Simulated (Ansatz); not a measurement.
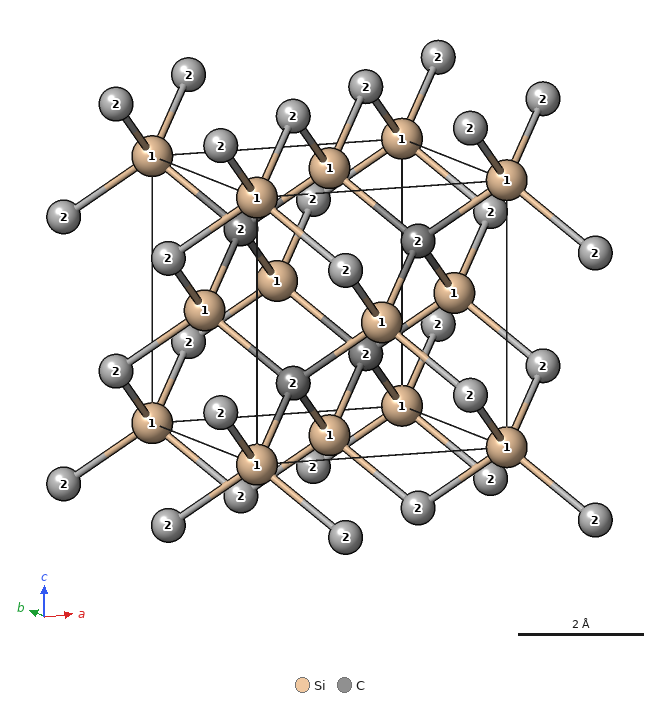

Fig. 1: The structure (ball-and-stick view of the cell 4 times as large as that of the calculation, set on its symmetry axes, seen slightly off an axis; neighbours outside the cell are drawn fainter; atoms are numbered from 1 in the order of the input). Near neighbours in the crystal (not all of them lie inside the picture): Si has 4 C at 1.88 Å; C has 4 Si at 1.88 Å.

## Run report: SiC, single-point calculation

SiC (2 atoms in the cell), computed with DFT PBE, scalar-relativistic, plane waves, PAW, no spin polarisation (Ansatz 0.2.0).

The structure derives from an entry of the Crystallography Open Database. Figures and captions count atoms from 1; the log counts them from 0 in places.

### What the program printed
```
Engine: ansatz 0.2.0, aarch64-unknown-linux-gnu
Pseudopotentials: kind: paw
Pseudopotential: Si, paw, valence charge 4, recommended cutoff 420 eV (normal), Si.paw.azcp
Pseudopotential: C, paw, valence charge 4, recommended cutoff 420 eV (normal), C.paw.azcp
Functional definition: PBE
  parameter kappa = 0.804
  parameter beta = 0.06672455060314922
  exchange = pbe_x(kappa = kappa, mu = beta*pi^2/3)
  correlation = pbe_c(beta = beta)
Crystal: 2 atoms, lattice volume = 20.550 Å³
Basis set: ecut = 420 eV, 411 PW (Γ), exchange–correlation on 48×48×48 points (8 copies of the dense FFT grid, shifted against one another)
Bands: 8, of which v1, the nominal top of the filled ones, is band 4 counted from 1 (3 counted from 0)
Symmetry: 24 space group operations
Space group: F-43m (ITA 216), of the structure as read, at distance tolerance 2.7e-5 Å
k-points: 29 of 512 (time reversal used)
Non-local potential: Si, projectors of the file, l = 0: 2, l = 1: 2, l = 2: 2
Non-local potential: C, projectors of the file, l = 0: 2, l = 1: 2, l = 2: 1
PAW form: soft (Blöchl's): semilocal exchange-correlation on the pseudo side does not see the compensation charge
PAW one-centre angular grid: Si, 110 points (default); XC on 64 Gauss nodes
PAW one-centre angular grid: C, 110 points (default); XC on 64 Gauss nodes
Initial density: superposition of atomic densities (neutral atoms: chi_scale 0, normalization atom), corrected by the library's trained network
Initial wavefunctions: pseudopotential atomic-orbital guess
Functional: x = pbe(κ = 0.804, μ = 0.2195149727645171), c = pbe(β = 0.06672455060314922)
SCF iter   1: F=—  HF=-887.152236 eV  |F-HF|=—  |Δ(HF+E_count)|=         —  Δρ=2.14e-3  dr2=9.34e-4  ethr=1.77e-3  ⟨swp⟩=5.4  Hψ=1872  notcnv=0
preconditioner: auto → none  [insulator: Δε(μ)=1.331 eV  Ē_g=14.104 eV  σ=0.100 eV  W_gap=1.00  n_scr=0 (ndim 8)  ℏωp=23.2 eV  f_vac=0.000  D(μ)=0.00/eV (n_scr^D=0)  ε∞_Penn≈3.7]
SCF iter   2: F=—  HF=-887.152219 eV  |F-HF|=—  |Δ(HF+E_count)|=   1.70e-5  Δρ=8.05e-4  dr2=7.93e-5  ethr=1.17e-5  ⟨swp⟩=2.1  Hψ=547  notcnv=0
SCF iter   3: F=—  HF=-887.152236 eV  |F-HF|=—  |Δ(HF+E_count)|=   1.68e-5  Δρ=3.56e-4  dr2=6.15e-6  ethr=9.91e-7  ⟨swp⟩=2.6  Hψ=346  notcnv=0
SCF iter   4: F=—  HF=-887.152262 eV  |F-HF|=—  |Δ(HF+E_count)|=   2.59e-5  Δρ=3.94e-5  dr2=2.82e-7  ethr=7.68e-8  ⟨swp⟩=2.2  Hψ=339  notcnv=0
iter 5 did not close the SCF: its close was put off for the readings that it lacked (scf_convergence_deferred on its scf_iter line)
SCF iter   5: F=-887.152262 eV  HF=-887.152262 eV  |F-HF|=1.02e-9  |Δ(HF+E_count)|=   1.15e-7  Δρ=2.93e-6  dr2=1.10e-9  ethr=3.53e-9  ⟨swp⟩=2.2  Hψ=341  notcnv=0
SCF iter   6: F=-887.152262 eV  HF=-887.152262 eV  |F-HF|=4.29e-11  |Δ(HF+E_count)|=   2.07e-9  Δρ=4.41e-7  dr2=2.38e-11  ethr=1.37e-11  ⟨swp⟩=1.6  Hψ=702  notcnv=0
SCF 1 converged in 6 iterations: F = -887.152262 eV  dr2 = 2.38e-11
  greatest PAW one-centre occupation: 0.646 electrons in one spin orbital (limit 2), on the C atom at site 1 (counted from 0), in its partial waves of l = 0
SCF converged after 6 iterations
Free energy (F): -887.152262 eV
Harris-Foulkes:  -887.152262 eV  (|F-HF|=4.29e-11)
Internal energy: -887.152262 eV  (E = F + TS)
E sigma→0 (E₀):  -887.152262 eV
Fermi energy:    10.243769 eV
--- Per-component energies (eV) ---
  E_band       = 29.253746
  E_kinetic    = 136.108381
  E_local      = -103.998936  (includes V_loc(G=0)·N_el)
  E_nonlocal   = 51.934224
  E_hartree    = 31.995812
  E_xc         = -105.627846
  E_vxc        = -109.532070  (∫ρ·V_xc dr)
  E_paw        = -612.125154  (= ΣΔE_a)
  E_vpaw       = -9.249464  (= ΣTr[D̂ρ^β])
  E_aug_tail   = 0.000014  (compensation charges beyond the density's cutoff)
  E_ewald      = -285.438757
  E_smearing   = -0.000000  (= −TS)
  E_closure    = 0.000000  (closes the sum)
  Σ components = -887.152262   (vs F -887.152262, Δ=0.00e0)
--- Forces (eV/Å), atoms counted from 1 ---
  atom   1  Si    -0.00000000     0.00000000     0.00000000
  atom   2  C      0.00000000    -0.00000000    -0.00000000
  max |Σ_I F_I| component: 1.48e-16 eV/Å
--- Stress (GPa, compression-positive) ---
        4.845435       0.000000      -0.000000
       -0.000000       4.845435       0.000000
        0.000000       0.000000       4.845435
  P = ⅓ Tr σ = 4.8454 GPa (48.454 kbar)
--- Band table (eV; the first three rows and the last of 29) ---
  k-point 0: bands = ["-5.8910", "9.5675", "9.5675", "9.5675", "15.8615", "16.9244", "16.9244", "16.9244"]
  k-point 1: bands = ["-5.5846", "8.0819", "9.3666", "9.3666", "16.0952", "17.2764", "17.2764", "17.4558"]
  k-point 2: bands = ["-4.6885", "5.2632", "8.9608", "8.9608", "15.6114", "17.5192", "17.5192", "18.9704"]
  k-point 28: bands = ["-0.6050", "2.5346", "4.5490", "4.8560", "14.7849", "19.0607", "19.0978", "19.3694"]
```

The run was set up as follows.

### Input
```yaml
crystal:
  lattice:
    - [0.0, 2.174, 2.174]
    - [2.174, 0.0, 2.174]
    - [2.174, 2.174, 0.0]
  atoms:
    - { symbol: Si, position: [0.0, 0.0, 0.0] }
    - { symbol: C, position: [0.75, 0.75, 0.75] }
basis:
  ecutwfc: 420
kpoints:
  mp_grid: { grid: [8, 8, 8] }
hamiltonian:
  xc: pbe
scf:
  occupations: { method: gaussian, width: 0.1 }
output:
  forces: true
  stress: true
  eigenvalues: true
```

Run as:
```bash
ansatz run input.yaml --threads 2 --pin off --max-ram 5120MiB --backend cpu --events-out ev --progress --plain --runs-dir out
```

### Results in brief

| quantity | value |
| --- | --- |
| outcome | converged |
| space group (tolerance 0.01 Å) | F-43m (216) |
| electrons treated | 8 |
| free energy | −887.1523 eV |
| Fermi energy | 10.244 eV |
| gap on the k-point mesh | 1.35 eV |
| pressure | 4.85 GPa |
| largest force (length of the vector) | under 0.001 eV/Å |
| hardware | 2 threads of Arm Neoverse V1, 24 GiB of memory available, shared host |
| wall time | 0.54 s (CPU time 0.92 s) |
| peak memory | 0.25 GiB |
